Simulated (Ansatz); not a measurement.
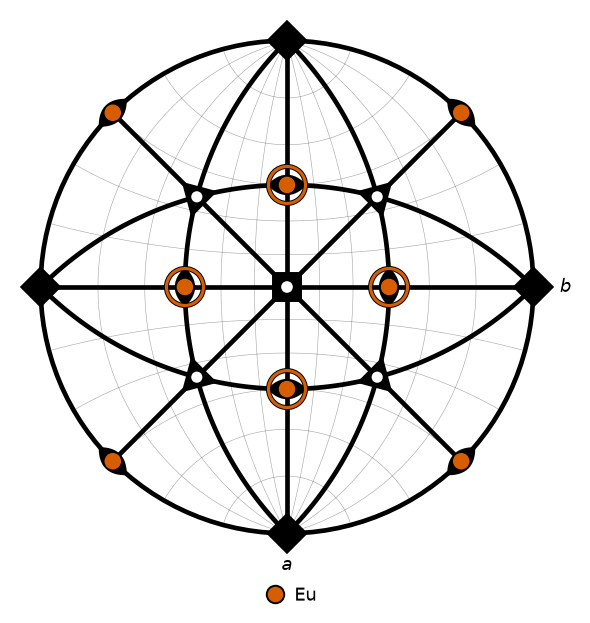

Directions from one europium atom at (0, 0, 0) to its bonded neighbours, in stereographic projection down c (filled: above the plane of the page or in it, open: below). Crystal: Eu, the input geometry of an electronic-structure calculation (not necessarily at equilibrium); the starting structure was generated, so it need not be a known form of this composition. Symmetry computed with spglib at a tolerance of 0.002 Å; standard conventional cell.

Neighbours are counted up to 4.60 Å for Eu. The symmetry elements of the site are drawn in: heavy lines are mirror planes (a heavy rim: a mirror in the plane of the page); lens, triangle, square and hexagon are 2-, 3-, 4- and 6-fold axes, a lens in an open square is −4, a triangle in an open hexagon −6; thin dashed diameters join the ends of axes that lie in the page; a small open circle marks inversion.

```yaml
crystal:
  lattice:
    - [5.80824, 0.00000, 0.00000]
    - [0.00000, 5.80824, 0.00000]
    - [0.00000, 0.00000, 5.80824]
  atoms:
    - { symbol: Eu, position: [0.00000, 0.00000, 0.00000] }
    - { symbol: Eu, position: [0.00000, 0.50000, 0.50000] }
    - { symbol: Eu, position: [0.50000, 0.00000, 0.50000] }
    - { symbol: Eu, position: [0.50000, 0.50000, 0.00000] }
```

**How many neighbours are there, and at what angles?**

12: 12 Eu at 4.11 Å. Angles between bonds: 60° (24×), 90° (12×), 120° (24×), 180° (6×).

**What is the site's symmetry in the crystal?**

Point group m-3m (Oh), order 48: three fourfold axes, four threefold axes, six twofold axes, nine mirror planes, an inversion centre. In No. 225, Fm-3m this is Wyckoff position 4a.
